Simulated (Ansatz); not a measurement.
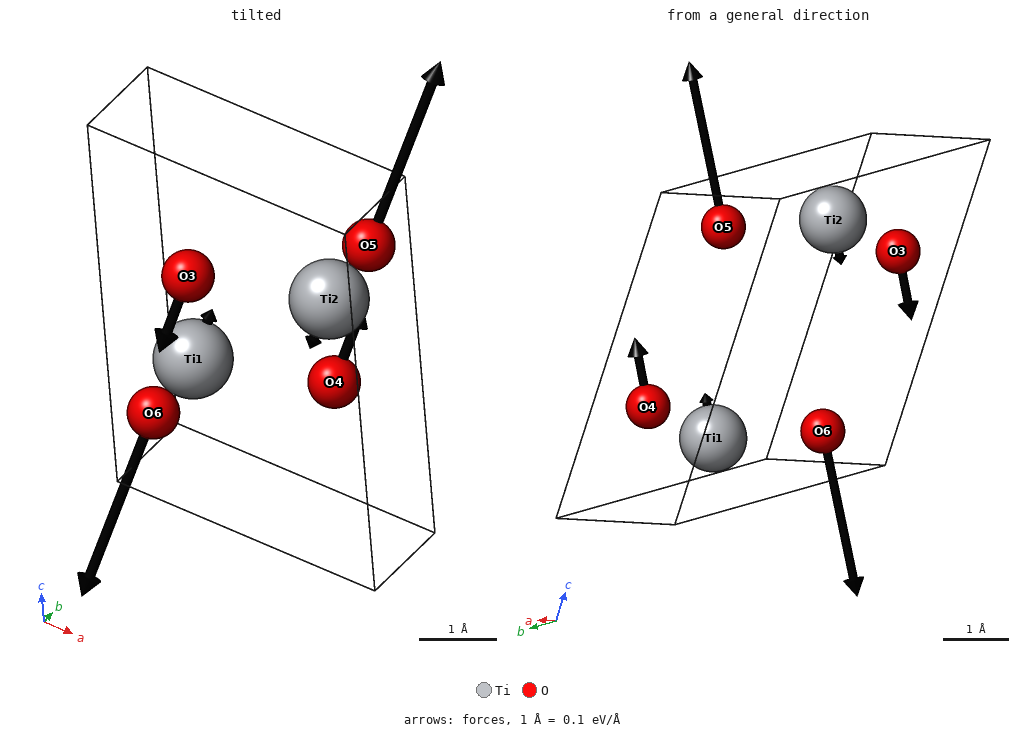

View slightly off an axis and from a general direction, drawn as a spheres-only model. The parallelepiped is the simulation cell. The arrows are the computed forces on the atoms.

System: TiO2. Results below were computed with Ansatz 0.2.0, DFT, HSE06, plane waves, PAW; the settings were an energy cutoff of 420 eV, k-point mesh 4×4×4, no spin polarisation.

> Do the forces show a relaxed structure?

No. The atoms still feel forces of up to about 0.23 eV/Å, far above a usual threshold of 0.01 to 0.03 eV/Å.

> Where is the maximum force, and how large is it?

O5 and O6, about 0.23 eV/Å.

Starting structure: a structure listed in the Materials Project. The cell was then strained or its atoms displaced on purpose. It was run through Ansatz as a DFT input.
